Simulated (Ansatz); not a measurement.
Consider Pd.

```xyz
2
Lattice="1.9157 0.0000 -1.9157 -1.9741 0.0000 -1.9741 0.0000 3.8898 0.0000" Properties=species:S:1:pos:R:3 pbc="T T T"
Pd   -0.0292    1.9449   -1.9449
Pd    0.0000    0.0000    0.0000
```

Space group Immm; changed on purpose from its base cell (strain +0.0300 x Voigt [0, 0, 0, 0, 1, 0], atoms carried along).

These are results of DFT PBEsol, scalar-relativistic, plane waves, PAW in Ansatz 0.2.0, not measurements.

> What can the converged valence pseudo-density and electron localisation function tell about the bonding?

Pd–Pd (2.71 Å): the density is about 0.33 e/Å³ at the midpoint; the ELF is about 0.20 at the midpoint; no localised pair shows between them.
Pd–Pd (2.75 Å): ρ at the midpoint is about 0.3 e/Å³; the ELF is about 0.20 at the midpoint: no localised pair shows between them.

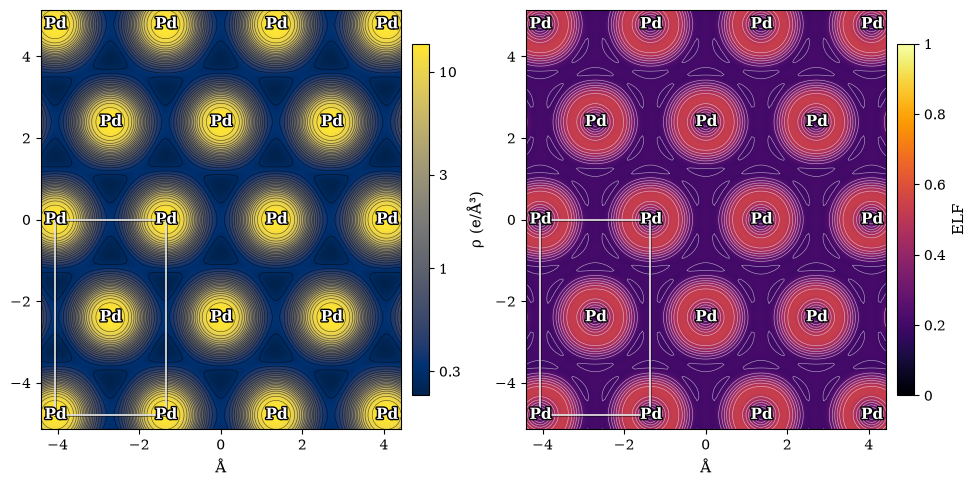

Computed valence pseudo-density and electron localisation function on the (011̄) plane of the conventional cell, in this order. 
